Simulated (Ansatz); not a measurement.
BeS: single-point calculation

The run: single-point calculation of BeS (Pm-3m, 2 atoms in the cell). Method and program: DFT, PBE, plane waves, PAW, no spin polarisation (Ansatz 0.2.0).

The structure was built on a prototype by a generator. The geometry comes from this level: r2SCAN. Figures and captions count atoms from 1; the log counts them from 0 in places.

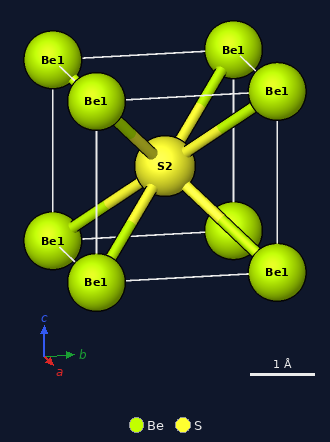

**Figure 1.** The input geometry (ball-and-stick view of the cell of the calculation, seen slightly off an axis; atoms are numbered from 1 in the order of the input). Near neighbours in the crystal (not all of them lie inside the picture): Be has 8 S at 2.55 Å; S has 8 Be at 2.55 Å.

## Summary

| quantity | value |
| --- | --- |
| outcome | converged |
| space group (tolerance 0.01 Å) | Pm-3m (221) |
| electrons treated | 8 |
| free energy | −993.9422 eV |
| Fermi energy | 8.706 eV |
| band gap | none (metallic) |
| pressure | −2.22 GPa |
| largest force (length of the vector) | under 0.001 eV/Å |
| hardware | 4 threads of AMD EPYC (Zen 3), 189 GiB of memory available, shared host |
| wall time | 0.9 s (CPU time 1.6 s) |
| peak memory | 0.29 GiB |

## Input file
```yaml
crystal:
  lattice:
    - [2.9413850451, 0.0, 0.0]
    - [0.0, 2.9413850451, 0.0]
    - [0.0, 0.0, 2.9413850451]
  atoms:
    - { symbol: Be, position: [0.0, 0.0, 0.0] }
    - { symbol: S, position: [0.5, 0.5, 0.5] }
kpoints:
  mp_grid: { grid: [6, 6, 6] }
hamiltonian:
  xc: pbe
scf:
  occupations: { method: fermi_dirac, width: 0.02 }
  n_extra_bands: 4
output:
  forces: true
  stress: true
  eigenvalues: true
  write_density: true
  write_potential: true
  elf: true
  volumetric_format: npy
```

Launched with:
```bash
ansatz run input.yaml --threads 4 --pin off --max-ram 3686MiB --backend cpu --events-out ev --progress --plain --runs-dir out
```

## Log
```
scf.n_extra_bands = 4 over 4 filled bands (N_el = 8.0): the run solves 8 bands
Engine: ansatz 0.2.0, x86_64-unknown-linux-gnu
Pseudopotentials: kind: paw
Pseudopotential: Be, paw, valence charge 2, recommended cutoff 420 eV (normal), Be.paw.azcp
Pseudopotential: S, paw, valence charge 6, recommended cutoff 420 eV (normal), S.paw.azcp
Functional definition: PBE
  parameter kappa = 0.804
  parameter beta = 0.06672455060314922
  exchange = pbe_x(kappa = kappa, mu = beta*pi^2/3)
  correlation = pbe_c(beta = beta)
Crystal: 2 atoms, lattice volume = 25.448 Å³
Basis set: ecut = 420 eV, 485 PW (Γ), exchange–correlation on 40×40×40 points (8 copies of the dense FFT grid, shifted against one another)
Bands: 8, of which v1, the nominal top of the filled ones, is band 4 counted from 1 (3 counted from 0)
Symmetry: 48 space group operations
Space group: Pm-3m (ITA 221), of the structure as read, at distance tolerance 2.9e-5 Å
k-points: 20 of 216
Non-local potential: Be, projectors of the file, l = 0: 2, l = 1: 2, l = 2: 1
Non-local potential: S, projectors of the file, l = 0: 2, l = 1: 2, l = 2: 2
PAW form: soft (Blöchl's): semilocal exchange-correlation on the pseudo side does not see the compensation charge
PAW one-centre angular grid: Be, 110 points (default); XC on 64 Gauss nodes
PAW one-centre angular grid: S, 110 points (default); XC on 64 Gauss nodes
Initial density: superposition of atomic densities (neutral atoms: chi_scale 0, normalization atom), corrected by the library's trained network
Initial wavefunctions: pseudopotential atomic-orbital guess
Functional: x = pbe(κ = 0.804, μ = 0.2195149727645171), c = pbe(β = 0.06672455060314922)
SCF iter   1: F=—  HF=-993.944913 eV  |F-HF|=—  |Δ(HF+E_count)|=         —  Δρ=4.38e-3  dr2=8.46e-3  ethr=1.77e-3  ⟨swp⟩=7.0  Hψ=1260  notcnv=0
preconditioner: auto → none  [insulator: Δε(μ)=0.156 eV  Ē_g=11.286 eV  σ=0.020 eV  W_gap=0.62  n_scr=6 (ndim 8)  ℏωp=20.8 eV  f_vac=0.000  D(μ)=2.61/eV (n_scr^D=32)  ε∞_Penn≈4.4]
SCF iter   2: F=—  HF=-993.942069 eV  |F-HF|=—  |Δ(HF+E_count)|=   2.84e-3  Δρ=1.41e-3  dr2=3.61e-4  ethr=1.06e-4  ⟨swp⟩=2.0  Hψ=394  notcnv=0
SCF iter   3: F=—  HF=-993.942019 eV  |F-HF|=—  |Δ(HF+E_count)|=   5.06e-5  Δρ=6.33e-4  dr2=6.94e-5  ethr=4.51e-6  ⟨swp⟩=2.0  Hψ=221  notcnv=0
SCF iter   4: F=—  HF=-993.942214 eV  |F-HF|=—  |Δ(HF+E_count)|=   1.95e-4  Δρ=2.01e-4  dr2=5.98e-6  ethr=8.67e-7  ⟨swp⟩=1.2  Hψ=168  notcnv=0
SCF iter   5: F=—  HF=-993.942215 eV  |F-HF|=—  |Δ(HF+E_count)|=   8.29e-7  Δρ=3.08e-5  dr2=1.60e-7  ethr=7.47e-8  ⟨swp⟩=2.0  Hψ=234  notcnv=0
SCF iter   6: F=-993.942215 eV  HF=-993.942215 eV  |F-HF|=8.71e-11  |Δ(HF+E_count)|=   2.27e-8  Δρ=2.75e-6  dr2=1.27e-9  ethr=1.25e-9  ⟨swp⟩=6.3  Hψ=702  notcnv=0
SCF 1 converged in 6 iterations: F = -993.942215 eV  dr2 = 1.27e-9
  greatest PAW one-centre occupation: 0.875 electrons in one spin orbital (limit 2), on the S atom at site 1 (counted from 0), in its partial waves of l = 0
SCF converged after 6 iterations
Free energy (F): -993.942215 eV
Harris-Foulkes:  -993.942215 eV  (|F-HF|=8.71e-11)
Internal energy: -993.939048 eV  (E = F + TS)
E sigma→0 (E₀):  -993.940631 eV
Entropy (-TS):   -0.003167 eV (-1.584 meV/atom)
Fermi energy:    8.705938 eV
--- Per-component energies (eV) ---
  E_band       = 18.994166
  E_kinetic    = 124.171302
  E_local      = -76.729441  (includes V_loc(G=0)·N_el)
  E_nonlocal   = 32.961798
  E_hartree    = 25.870551
  E_xc         = -115.830756
  E_vxc        = -107.044099  (∫ρ·V_xc dr)
  E_paw        = -659.470033  (= ΣΔE_a)
  E_vpaw       = -6.106548  (= ΣTr[D̂ρ^β])
  E_aug_tail   = 0.000001  (compensation charges beyond the density's cutoff)
  E_ewald      = -324.912470
  E_smearing   = -0.003167  (= −TS)
  E_closure    = 0.000000  (closes the sum)
  Σ components = -993.942215   (vs F -993.942215, Δ=0.00e0)
--- Forces (eV/Å), atoms counted from 1 ---
  atom   1  Be    -0.00000000    -0.00000000    -0.00000000
  atom   2  S      0.00000000    -0.00000000     0.00000000
  max |Σ_I F_I| component: 5.87e-30 eV/Å
--- Stress (GPa, compression-positive) ---
       -2.222081       0.000000      -0.000000
        0.000000      -2.222081       0.000000
        0.000000       0.000000      -2.222081
  P = ⅓ Tr σ = -2.2221 GPa (-22.221 kbar)
--- Band table (eV; the first three rows and the last of 20) ---
  k-point 0: bands = ["-7.2786", "7.0661", "7.0661", "7.0661", "10.3720", "13.7969", "13.7969", "18.7301"]
  k-point 1: bands = ["-6.9451", "4.6157", "7.3837", "7.3837", "11.1744", "14.2108", "16.0704", "17.4354"]
  k-point 2: bands = ["-6.0902", "1.5741", "8.1934", "8.1934", "11.8660", "15.1641", "15.1641", "15.3466"]
  k-point 19: bands = ["-2.1025", "4.3239", "4.3239", "4.3239", "8.2810", "8.2810", "8.2810", "12.6736"]
```

## File rho_z.tsv
```
# z_ang	rho[e/angstrom^3]
# format = ansatz-planar-average/11
# lattice	2.941385045	0.000000000	0.000000000
# lattice	0.000000000	2.941385045	0.000000000
# lattice	0.000000000	0.000000000	2.941385045
# sites	2
# site	4	0.000000000	0.000000000	0.000000000
# site	16	1.470692523	1.470692523	1.470692523
0.000000	1.466328e-1
0.147069	1.538933e-1
0.294139	1.754326e-1
0.441208	2.110429e-1
0.588277	2.608063e-1
0.735346	3.219639e-1
0.882416	3.842225e-1
1.029485	4.313708e-1
1.176554	4.526326e-1
1.323623	4.535548e-1
1.470693	4.508302e-1
1.617762	4.535548e-1
1.764831	4.526326e-1
1.911900	4.313708e-1
2.058970	3.842225e-1
2.206039	3.219639e-1
2.353108	2.608063e-1
2.500177	2.110429e-1
2.647247	1.754326e-1
2.794316	1.538933e-1
```

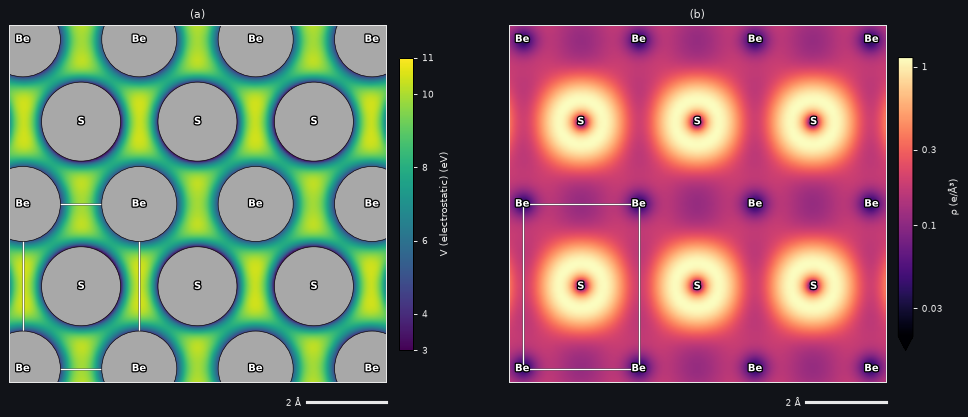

**Figure 2.** (a) electrostatic potential energy of an electron; (b) valence charge density (pseudo) on the (101) plane of the conventional cell. Grey discs, where drawn, cover atomic cores. Atoms in the plane: Be and S. Be–S (2.55 Å): ρ at the midpoint is about 0.29 e/Å³. Away from the nuclei the density in this plane falls to 0.11 e/Å³ at its lowest. Outside the cores the potential energy rises away from the atoms and is highest about 1.5 Å from the nearest atoms; outside the discs it spans about 7 eV, and its zero is arbitrary. Core electrons are frozen (PAW), so the fields are smoothed inside the atomic spheres.

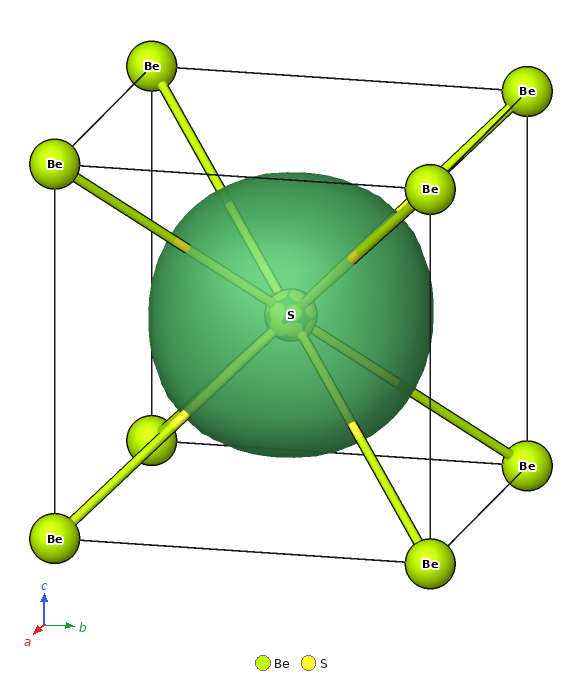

**Figure 3.** Isosurface of the valence pseudo-density at 0.4 e/Å³ (green), seen slightly off an axis. Sticks mark near contacts. The outline is the cell set on symmetry axes. At this value the density breaks into separate islands; it holds about 50 % of the electrons treated as valence. It is pinched off along the Be–S (2.55 Å) contacts. On the grid the lowest density along these lines, outside the cores, is 0.18 e/Å³ (Be–S, 2.55 Å).
